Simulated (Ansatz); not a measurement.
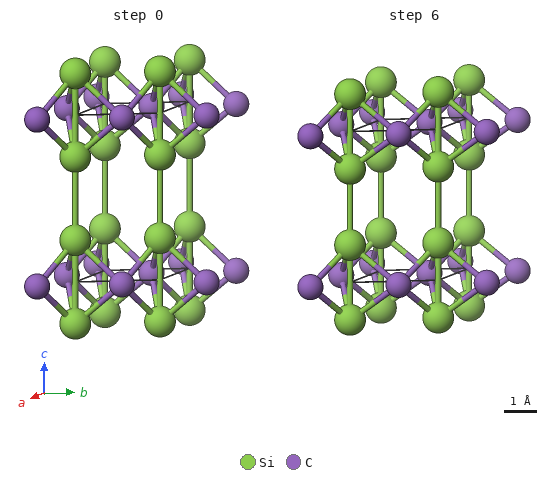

The structure of a crystal of Si₂C (a generated structure, set up in P-6m2) (coarse preliminary run) before (left) and after (right) a relaxation, at one scale.

Style: ball-and-stick. Shown: the cell of the calculation, slightly off an axis.

Theory: DFT PBE, scalar-relativistic, plane waves, PAW (Ansatz 0.2.0). Settings: plane-wave cutoff 420 eV; k-point mesh 6 × 6 × 4; occupations gaussian; smearing width 0.1 eV; no spin polarisation; cell and atoms relaxed; force threshold 0.04 eV/Å; at most 70 steps.

Q: Describe what moved and what it gained.

A: After 5 accepted moves (6 points after the start) the energy has fallen by 189 meV per atom. Largest force component: 1.5 eV/Å at the start, 0.021 eV/Å at the end. Pressure: −2.21 GPa at the start and 0.19 GPa at the end. At 1 point the geometry stayed and the basis and grid were re-selected for the new cell (energy shift of 0.6 meV per atom at most each time). The largest moves relative to the cell, 0.012 Å, are those of Si atoms. C stays in place. The volume changes by −2.0 %, with a = b 2.752 → 2.865 Å (+4.1 %), c 5.394 → 4.880 Å (−9.5 %). Some distances before and after: Si–Si 2.697 → 2.417 Å, Si–Si 2.697 → 2.463 Å, C–Si 2.084 → 2.049 Å. Among the angles between lasting bonds that change: Si–C–Si 80.6° → 72.3°, C–Si–C 82.6° → 88.7°, Si–C–Si 82.6° → 88.7°. The space group stays P-6m2 (No. 187). Cost: 3.7 s on 1 thread of AMD EPYC 9R14 (Zen 4) (shared host), peak memory 0.36 GiB.

Limits of the set-up: the k-point mesh is coarse for a cell with partly filled bands.
